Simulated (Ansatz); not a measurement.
## Geometry relaxation, with input and output: C13H (part 3 of 3)

The same run, continued: C13H (slab, 14 atoms in the cell); DFT PBEsol, scalar-relativistic, plane waves, PAW, spin-polarised (Ansatz 0.2.0); cutoff 420 eV, 11×8×1 k-mesh, Gaussian smearing of 0.05 eV, collinear spins. The structure derives from an entry of the Crystallography Open Database. The input holds or restrains some coordinates. It belongs to a series of runs on one base structure; here: CH put at a hollow C-C-C site.

Geometry of the input (Å; fractional positions):
```
2.5129  0.0000  0.0000
0.0000  3.5538  0.0000
0.0000  0.0000  26.3823
C  0.5000  0.0000  0.3222
C  0.0000  0.2500  0.3222
C  0.0000  0.5000  0.3698
C  0.5000  0.7500  0.3698
C  0.5000  0.0000  0.4174
C  0.0000  0.2500  0.4174
C  0.0000  0.5012  0.4649
C  0.5000  0.7488  0.4649
C  0.5000  0.0098  0.5137
C  0.0000  0.2402  0.5137
C  0.0000  0.5296  0.5537
C  0.5000  0.7204  0.5537
C  0.5000  0.2599  0.5605
H  0.5000  0.2599  0.6022
```

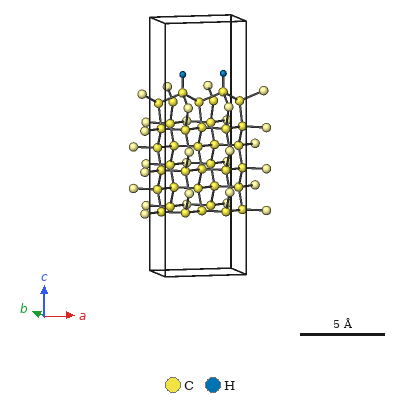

Fig. 1: The geometry at step 6 of the log (ball-and-stick view of the 2 × 1 repeat of the cell, with the vacuum cut short, seen slightly off an axis; neighbours outside the cell are drawn fainter).

**Output, continued**
```
  k-point 0 ↑: bands = ["-20.3603", "-19.1180", "-17.3977", "-15.0018", "-12.7628", "-11.6957", "-11.5516", "-10.2992", "-9.6120", "-8.8614", "-8.1860", "-7.2382", "-6.3928", "-5.9759", "-5.1564", "-4.4291", "-4.0606", "-3.9699", "-3.6600", "-2.6034", "-1.4454", "-1.2244", "-1.2151", "0.0260", "0.7838", "0.8890", "3.4973", "3.6402", "4.8742", "5.2166", "5.7394", "6.0566", "6.2844", "6.5597", "6.7583", "7.1909", "7.5372", "7.7764", "8.1426", "8.4483", "8.4882"]
  k-point 1 ↑: bands = ["-20.2194", "-18.9878", "-17.2738", "-14.8986", "-13.5395", "-12.8578", "-11.4521", "-10.1227", "-9.5818", "-8.9042", "-7.7285", "-7.0781", "-6.1130", "-5.4435", "-5.0226", "-4.5410", "-3.9958", "-3.8607", "-3.3918", "-2.5325", "-1.6443", "-1.2007", "-0.9587", "-0.1361", "0.3820", "0.8958", "3.1754", "3.8013", "4.6840", "5.0479", "5.7574", "6.1145", "6.4377", "6.7204", "6.9329", "7.6818", "7.6929", "7.8083", "8.0469", "8.3879", "8.7297"]
  k-point 2 ↑: bands = ["-19.8010", "-18.6106", "-16.9280", "-15.1849", "-14.5888", "-13.8804", "-12.4005", "-10.7209", "-9.6136", "-8.4144", "-7.5251", "-6.2350", "-5.3677", "-4.6607", "-4.6271", "-4.3004", "-3.7520", "-3.5483", "-2.7546", "-2.3659", "-1.8458", "-1.2768", "-0.6975", "-0.5654", "-0.4010", "0.7751", "2.5898", "3.6815", "4.2594", "5.5515", "5.7226", "6.1172", "6.6845", "7.0830", "7.4040", "7.7787", "8.0373", "8.2965", "8.5180", "8.8446", "9.1448"]
  k-point 29 ↓: bands = ["-15.0750", "-14.6200", "-14.0769", "-13.2771", "-12.6100", "-12.1119", "-11.7644", "-11.6008", "-11.0692", "-10.4155", "-10.1760", "-9.7020", "-9.3285", "-7.8915", "-7.1447", "-6.6269", "-5.8756", "-5.6984", "-5.1016", "-4.3229", "-3.5746", "-3.4752", "-3.0186", "-2.5492", "-2.1776", "0.7130", "2.3336", "2.5275", "6.2285", "7.2732", "8.2406", "8.8135", "9.5207", "9.6145", "9.6794", "9.9960", "10.0757", "10.5394", "10.6925", "11.0200", "11.1209"]
--- Relaxed structure (11 steps of the walk, 11 accepted, 0 SCFs on fresh bases) ---
  F+E_penalty+E_count = -3214.28106874 eV   max|allowed force component| = 2.747e-2 eV/Å
  atoms:
    - { symbol: C, position: [0.5, 0.0, 0.3221856283] }
    - { symbol: C, position: [0.0, 0.25, 0.3221856283] }
    - { symbol: C, position: [0.0, 0.5, 0.3698107782] }
    - { symbol: C, position: [0.5, 0.75, 0.3698107782] }
    - { symbol: C, position: [0.5, 0.0, 0.4174359281] }
    - { symbol: C, position: [0.0, 0.25, 0.4174359281] }
    - { symbol: C, position: [0.0, 0.5025704796208369, 0.46522760019796844] }
    - { symbol: C, position: [0.5, 0.748174570920417, 0.4647982289399089] }
    - { symbol: C, position: [0.5, -0.0010963840299084596, 0.5110436959114264] }
    - { symbol: C, position: [0.0, 0.25055596402495867, 0.5120982191977829] }
    - { symbol: C, position: [0.0, 0.4228104336788952, 0.5675399209787149] }
    - { symbol: C, position: [0.5, 0.8225217937405013, 0.563351279986995] }
    - { symbol: C, position: [0.5, 0.19592491912626217, 0.5916010038937892] }
    - { symbol: H, position: [0.5, 0.19709494431898678, 0.6333084355165495] }
--- Löwdin populations: 14 sites ---
  site symbol       q [e]    m [muB]
     0      C      3.9834    -0.6607
     1      C      3.9835     0.6609
     2      C      3.9658    -0.0676
     3      C      3.9655     0.0676
     4      C      3.9891    -0.0309
     5      C      3.9890     0.0309
     6      C      3.9811    -0.0011
     7      C      3.9810     0.0010
     8      C      3.9774    -0.0024
     9      C      3.9743     0.0025
    10      C      3.9679     0.0003
    11      C      4.0167    -0.0005
    12      C      4.1333    -0.0001
    13      H      0.8170    -0.0000
  spilling = 0.005188 (of n_electrons = 53.000000)
```

**File populations.tsv**
```
# site	symbol	l	j	q_up	q_dn
# orbitals = lowdin
# n_electrons = 53.000000
# spilling = 0.005188
0	C	0_2S	-	0.479856	0.567883
0	C	1_2P	-	1.181519	1.754167
1	C	0_2S	-	0.567965	0.479692
1	C	1_2P	-	1.754209	1.181614
2	C	0_2S	-	0.466785	0.479167
2	C	1_2P	-	1.482328	1.537536
3	C	0_2S	-	0.479246	0.466859
3	C	1_2P	-	1.537333	1.482078
4	C	0_2S	-	0.469337	0.474225
4	C	1_2P	-	1.509762	1.535779
5	C	0_2S	-	0.475554	0.470522
5	C	1_2P	-	1.534367	1.508519
6	C	0_2S	-	0.466593	0.466786
6	C	1_2P	-	1.523411	1.524342
7	C	0_2S	-	0.464630	0.464353
7	C	1_2P	-	1.526377	1.525662
8	C	0_2S	-	0.468515	0.468942
8	C	1_2P	-	1.519017	1.520972
9	C	0_2S	-	0.478859	0.478380
9	C	1_2P	-	1.509514	1.507524
10	C	0_2S	-	0.517901	0.517884
10	C	1_2P	-	1.466197	1.465906
11	C	0_2S	-	0.582522	0.582601
11	C	1_2P	-	1.425547	1.425981
12	C	0_2S	-	0.523086	0.523112
12	C	1_2P	-	1.543501	1.543610
13	H	0_1S	-	0.408505	0.408521
```

**Trajectory as extended XYZ (Å, eV, eV/Å), 11 frames, from step=1 to step=11**
```
14
Lattice="2.5129 0.0000 0.0000 0.0000 3.5538 0.0000 0.0000 0.0000 26.3823" Properties=species:S:1:pos:R:3:forces:R:3 step=1 energy=-3203.78379
C     1.2565    0.0000    8.5000    0.0000   4.0366   1.0840
C     0.0000    0.8885    8.5000    0.0000  -4.0470   1.0529
C     0.0000    1.7769    9.7565    0.0000   0.8794  -1.1166
C     1.2565    2.6654    9.7565    0.0000  -0.8866  -1.1850
C     1.2565    0.0000   11.0129    0.0000   0.2120  -0.0242
C     0.0000    0.8885   11.0129    0.0000  -0.3658  -0.0688
C     0.0000    1.7812   12.2638    0.0000  -0.3263  -0.4002
C     1.2565    2.6610   12.2638    0.0000  -0.5158  -2.2259
C     1.2565    0.0348   13.5532    0.0000  -2.2963  -3.5615
C     0.0000    0.8536   13.5532    0.0000   1.6552  -9.8117
C     0.0000    1.8822   14.6076    0.0000  -0.8719   1.4615
C     1.2565    2.5601   14.6076    0.0000   2.6867   1.8436
C     1.2565    0.9235   14.7876    0.0000   0.9125  12.1747
H     1.2565    0.9235   15.8876    0.0000  -1.0727   0.7776
14
Lattice="2.5129 0.0000 0.0000 0.0000 3.5538 0.0000 0.0000 0.0000 26.3823" Properties=species:S:1:pos:R:3:forces:R:3 step=2 energy=-3206.54108
C     1.2565    0.0000    8.5000    0.0000   4.0334   1.0565
C     0.0000    0.8885    8.5000    0.0000  -4.0370   1.0467
C     0.0000    1.7769    9.7565    0.0000   0.8511  -1.1430
C     1.2565    2.6654    9.7565    0.0000  -0.9023  -1.2364
C     1.2565    0.0000   11.0129    0.0000   0.5033  -0.1593
C     0.0000    0.8885   11.0129    0.0000  -0.3304  -0.4585
C     0.0000    1.7927   12.2432    0.0000  -0.6783   0.2683
C     1.2565    2.6635   12.2431    0.0000  -0.0110  -0.7118
C     1.2565    0.0310   13.5832    0.0000  -1.4062  -4.0240
C     0.0000    0.8895   13.5259    0.0000   1.4953  -7.1149
C     0.0000    1.8667   14.7024    0.0000  -2.7706  -1.0718
C     1.2565    2.5803   14.7122    0.0000   4.7034   0.9969
C     1.2565    0.9112   14.9588    0.0000  -1.3721  11.8834
H     1.2565    0.8380   16.0626    0.0000  -0.0794   0.6678
14
Lattice="2.5129 0.0000 0.0000 0.0000 3.5538 0.0000 0.0000 0.0000 26.3823" Properties=species:S:1:pos:R:3:forces:R:3 step=3 energy=-3209.79602
C     1.2565    0.0000    8.5000    0.0000   4.0348   1.0425
C     0.0000    0.8885    8.5000    0.0000  -4.0314   1.0291
C     0.0000    1.7769    9.7565    0.0000   0.7988  -1.2298
C     1.2565    2.6654    9.7565    0.0000  -0.8599  -1.2520
C     1.2565    0.0000   11.0129    0.0000   0.7015  -0.7048
C     0.0000    0.8885   11.0129    0.0000  -0.4404  -1.1856
C     0.0000    1.7925   12.2154    0.0000  -0.0056  -0.3882
C     1.2565    2.6641   12.2162    0.0000   0.3247   0.6960
C     1.2565    0.0151   13.5370    0.0000  -0.4268  -4.6719
C     0.0000    0.9301   13.4093    0.0000  -0.6832  -0.2318
C     0.0000    1.8410   14.7394    0.0000  -3.8360  -1.8519
C     1.2565    2.6350   14.7665    0.0000   6.9986  -0.5008
C     1.2565    0.8918   15.1521    0.0000  -3.2667   8.5609
H     1.2565    0.7840   16.2471    0.0000   0.6910   0.6862
14
Lattice="2.5129 0.0000 0.0000 0.0000 3.5538 0.0000 0.0000 0.0000 26.3823" Properties=species:S:1:pos:R:3:forces:R:3 step=4 energy=-3212.06112
C     1.2565    0.0000    8.5000    0.0000   4.0388   1.0340
C     0.0000    0.8885    8.5000    0.0000  -4.0353   1.0336
C     0.0000    1.7769    9.7565    0.0000   0.8118  -1.2136
C     1.2565    2.6654    9.7565    0.0000  -0.8598  -1.1993
C     1.2565    0.0000   11.0129    0.0000   0.6630  -0.6806
C     0.0000    0.8885   11.0129    0.0000  -0.4484  -1.1724
C     0.0000    1.7884   12.2187    0.0000   0.3298  -0.5544
C     1.2565    2.6646   12.2216    0.0000   0.0587   0.7084
C     1.2565   -0.0036   13.5087    0.0000   0.6421  -3.8813
C     0.0000    0.9225   13.3925    0.0000  -0.8113   2.3546
C     0.0000    1.8388   14.7954    0.0000  -3.5840  -1.1191
C     1.2565    2.7383   14.7824    0.0000   5.9319  -0.6172
C     1.2565    0.8567   15.3490    0.0000  -3.4440   4.6470
H     1.2565    0.7656   16.4401    0.0000   0.7065   0.6600
14
Lattice="2.5129 0.0000 0.0000 0.0000 3.5538 0.0000 0.0000 0.0000 26.3823" Properties=species:S:1:pos:R:3:forces:R:3 step=5 energy=-3213.55097
C     1.2565    0.0000    8.5000    0.0000   4.0359   1.0386
C     0.0000    0.8885    8.5000    0.0000  -4.0376   1.0418
C     0.0000    1.7769    9.7565    0.0000   0.8831  -1.0852
C     1.2565    2.6654    9.7565    0.0000  -0.8912  -1.1169
C     1.2565    0.0000   11.0129    0.0000   0.4836  -0.3191
C     0.0000    0.8885   11.0129    0.0000  -0.4072  -0.4338
C     0.0000    1.7836   12.2508    0.0000   0.3415  -0.4497
C     1.2565    2.6625   12.2440    0.0000   0.0990   0.5926
C     1.2565   -0.0067   13.5112    0.0000   0.5655  -1.7627
C     0.0000    0.9213   13.4567    0.0000  -0.7422   1.7928
C     0.0000    1.7439   14.8943    0.0000  -2.0012  -0.8341
C     1.2565    2.8049   14.8636    0.0000   3.7346  -1.2345
C     1.2565    0.7607   15.5137    0.0000  -2.5954   2.9210
H     1.2565    0.6947   16.6271    0.0000   0.5313  -0.1504
14
Lattice="2.5129 0.0000 0.0000 0.0000 3.5538 0.0000 0.0000 0.0000 26.3823" Properties=species:S:1:pos:R:3:forces:R:3 step=6 energy=-3214.23077
C     1.2565    0.0000    8.5000    0.0000   4.0338   1.0421
C     0.0000    0.8885    8.5000    0.0000  -4.0409   1.0484
C     0.0000    1.7769    9.7565    0.0000   0.9447  -1.0016
C     1.2565    2.6654    9.7565    0.0000  -0.9055  -1.0686
C     1.2565    0.0000   11.0129    0.0000   0.3599  -0.1732
C     0.0000    0.8885   11.0129    0.0000  -0.4012   0.1075
C     0.0000    1.7811   12.2733    0.0000   0.4598   0.0529
C     1.2565    2.6635   12.2593    0.0000  -0.0337   0.3521
C     1.2565    0.0095   13.4947    0.0000  -0.2957  -0.0188
C     0.0000    0.9037   13.5186    0.0000  -0.1110   0.2721
C     0.0000    1.5605   14.9740    0.0000  -0.3424   0.2827
C     1.2565    2.9060   14.8782    0.0000  -0.1232  -0.2614
C     1.2565    0.6577   15.6542    0.0000   0.2840  -0.2358
H     1.2565    0.6254   16.7666    0.0000   0.1713  -0.3995
14
Lattice="2.5129 0.0000 0.0000 0.0000 3.5538 0.0000 0.0000 0.0000 26.3823" Properties=species:S:1:pos:R:3:forces:R:3 step=7 energy=-3214.26590
C     1.2565    0.0000    8.5000    0.0000   4.0343   1.0408
C     0.0000    0.8885    8.5000    0.0000  -4.0409   1.0487
C     0.0000    1.7769    9.7565    0.0000   0.9406  -1.0032
C     1.2565    2.6654    9.7565    0.0000  -0.9036  -1.0576
C     1.2565    0.0000   11.0129    0.0000   0.3210  -0.1393
C     0.0000    0.8885   11.0129    0.0000  -0.3842   0.1286
C     0.0000    1.7833   12.2752    0.0000   0.1941  -0.0165
C     1.2565    2.6592   12.2627    0.0000  -0.0210   0.0389
C     1.2565   -0.0004   13.4822    0.0000   0.0791   0.1905
C     0.0000    0.8949   13.5128    0.0000   0.0882   0.1105
C     0.0000    1.5266   14.9952    0.0000  -0.3150  -0.5810
C     1.2565    2.9429   14.8703    0.0000  -0.1766  -0.1924
C     1.2565    0.7091   15.6078    0.0000   0.1126  -0.0091
H     1.2565    0.6859   16.6959    0.0000   0.0709   0.4405
14
Lattice="2.5129 0.0000 0.0000 0.0000 3.5538 0.0000 0.0000 0.0000 26.3823" Properties=species:S:1:pos:R:3:forces:R:3 step=8 energy=-3214.27889
C     1.2565    0.0000    8.5000    0.0000   4.0346   1.0416
C     0.0000    0.8885    8.5000    0.0000  -4.0412   1.0477
C     0.0000    1.7769    9.7565    0.0000   0.9378  -1.0063
C     1.2565    2.6654    9.7565    0.0000  -0.9032  -1.0573
C     1.2565    0.0000   11.0129    0.0000   0.3146  -0.1346
C     0.0000    0.8885   11.0129    0.0000  -0.3814   0.1249
C     0.0000    1.7841   12.2747    0.0000   0.0437  -0.0242
C     1.2565    2.6581   12.2630    0.0000  -0.0569  -0.0633
C     1.2565   -0.0093   13.4810    0.0000   0.1417   0.1240
C     0.0000    0.8891   13.5102    0.0000  -0.1124   0.0820
C     0.0000    1.5030   14.9754    0.0000  -0.0618   0.0151
C     1.2565    2.9165   14.8631    0.0000   0.0394  -0.0803
C     1.2565    0.6880   15.6129    0.0000  -0.0263  -0.2526
H     1.2565    0.6735   16.7078    0.0000   0.0737   0.1840
14
Lattice="2.5129 0.0000 0.0000 0.0000 3.5538 0.0000 0.0000 0.0000 26.3823" Properties=species:S:1:pos:R:3:forces:R:3 step=9 energy=-3214.28048
C     1.2565    0.0000    8.5000    0.0000   4.0351   1.0418
C     0.0000    0.8885    8.5000    0.0000  -4.0412   1.0478
C     0.0000    1.7769    9.7565    0.0000   0.9353  -1.0093
C     1.2565    2.6654    9.7565    0.0000  -0.9034  -1.0595
C     1.2565    0.0000   11.0129    0.0000   0.3341  -0.1378
C     0.0000    0.8885   11.0129    0.0000  -0.3625   0.1205
C     0.0000    1.7859   12.2742    0.0000  -0.0047  -0.0105
C     1.2565    2.6587   12.2624    0.0000  -0.0094  -0.0018
C     1.2565   -0.0051   13.4821    0.0000   0.0565  -0.0114
C     0.0000    0.8899   13.5104    0.0000   0.0216  -0.0117
C     0.0000    1.5052   14.9730    0.0000  -0.0093  -0.0312
C     1.2565    2.9261   14.8610    0.0000  -0.0070   0.0808
C     1.2565    0.7011   15.6076    0.0000   0.0005   0.1014
H     1.2565    0.7176   16.7121    0.0000  -0.0464  -0.1190
14
Lattice="2.5129 0.0000 0.0000 0.0000 3.5538 0.0000 0.0000 0.0000 26.3823" Properties=species:S:1:pos:R:3:forces:R:3 step=10 energy=-3214.28107
C     1.2565    0.0000    8.5000    0.0000   4.0351   1.0417
C     0.0000    0.8885    8.5000    0.0000  -4.0412   1.0477
C     0.0000    1.7769    9.7565    0.0000   0.9355  -1.0100
C     1.2565    2.6654    9.7565    0.0000  -0.9029  -1.0598
C     1.2565    0.0000   11.0129    0.0000   0.3350  -0.1388
C     0.0000    0.8885   11.0129    0.0000  -0.3630   0.1173
C     0.0000    1.7860   12.2738    0.0000   0.0079   0.0103
C     1.2565    2.6589   12.2624    0.0000   0.0054  -0.0016
C     1.2565   -0.0039   13.4825    0.0000  -0.0277  -0.0262
C     0.0000    0.8904   13.5103    0.0000  -0.0118   0.0060
C     0.0000    1.5026   14.9730    0.0000   0.0119   0.0137
C     1.2565    2.9231   14.8625    0.0000   0.0097  -0.0237
C     1.2565    0.6963   15.6078    0.0000  -0.0028   0.0073
H     1.2565    0.7004   16.7081    0.0000   0.0099   0.0161
14
Lattice="2.5129 0.0000 0.0000 0.0000 3.5538 0.0000 0.0000 0.0000 26.3823" Properties=species:S:1:pos:R:3:forces:R:3 step=11 energy=-3214.28107
C     1.2565    0.0000    8.5000    0.0000   4.0351   1.0417
C     0.0000    0.8885    8.5000    0.0000  -4.0412   1.0477
C     0.0000    1.7769    9.7565    0.0000   0.9355  -1.0100
C     1.2565    2.6654    9.7565    0.0000  -0.9029  -1.0598
C     1.2565    0.0000   11.0129    0.0000   0.3350  -0.1387
C     0.0000    0.8885   11.0129    0.0000  -0.3630   0.1173
C     0.0000    1.7860   12.2738    0.0000   0.0079   0.0103
C     1.2565    2.6589   12.2624    0.0000   0.0054  -0.0016
C     1.2565   -0.0039   13.4825    0.0000  -0.0275  -0.0263
C     0.0000    0.8904   13.5103    0.0000  -0.0117   0.0060
C     0.0000    1.5026   14.9730    0.0000   0.0117   0.0135
C     1.2565    2.9231   14.8625    0.0000   0.0099  -0.0233
C     1.2565    0.6963   15.6078    0.0000  -0.0036   0.0074
H     1.2565    0.7004   16.7081    0.0000   0.0094   0.0157
```

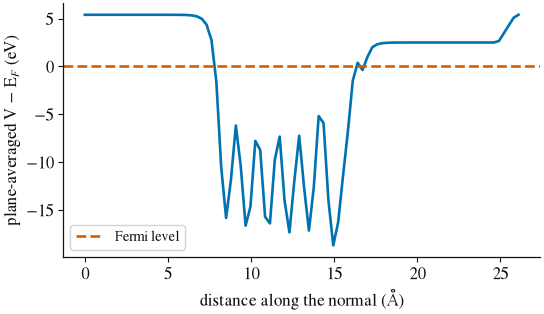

Fig. 2: Plane average of the electrostatic potential energy of an electron across the cell, from the Fermi level. The vacuum level lies 2.50 eV above the Fermi level on the upper side and 5.40 eV on the lower.

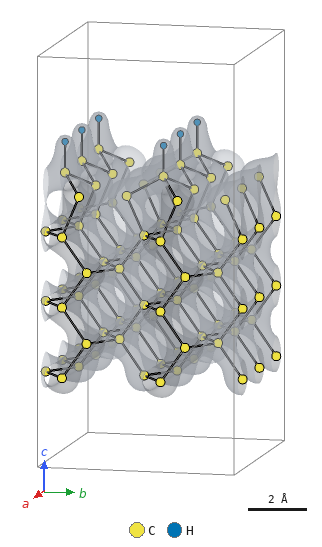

Fig. 3: Isosurface of the valence electron density at 1 e/Å³ (grey), seen slightly off an axis. Sticks mark near contacts. At this value the density is joined into sheets; it holds about 50 % of the electrons treated as valence. On the grid the lowest density along these lines, outside the cores, is 1.8 e/Å³ (C–H, 1.10 Å), 1.7 e/Å³ (C–C, 1.51 Å) and 1.5 e/Å³ (C–C, 1.59 Å). In a PAW calculation such maps are meaningful between the atoms, not at the nuclei.

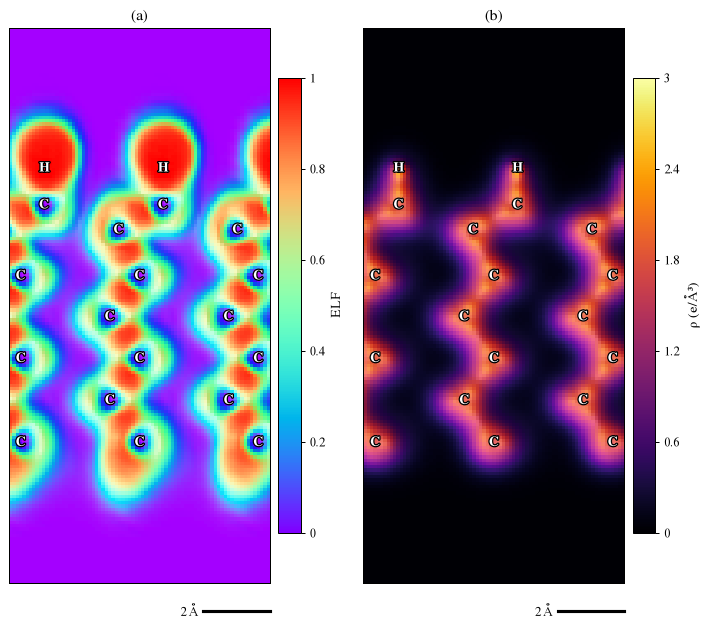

Fig. 4: (a) ELF; (b) valence pseudo-density on the (100) plane of the calculation cell, a cut from vacuum to vacuum. Atoms in the plane: C and H. C–C (1.51 Å): ρ at the midpoint is about 1.7 e/Å³; the ELF peaks at about 0.95 between the atoms, which marks a covalent bond. The density dies away to nearly zero in the vacuum.
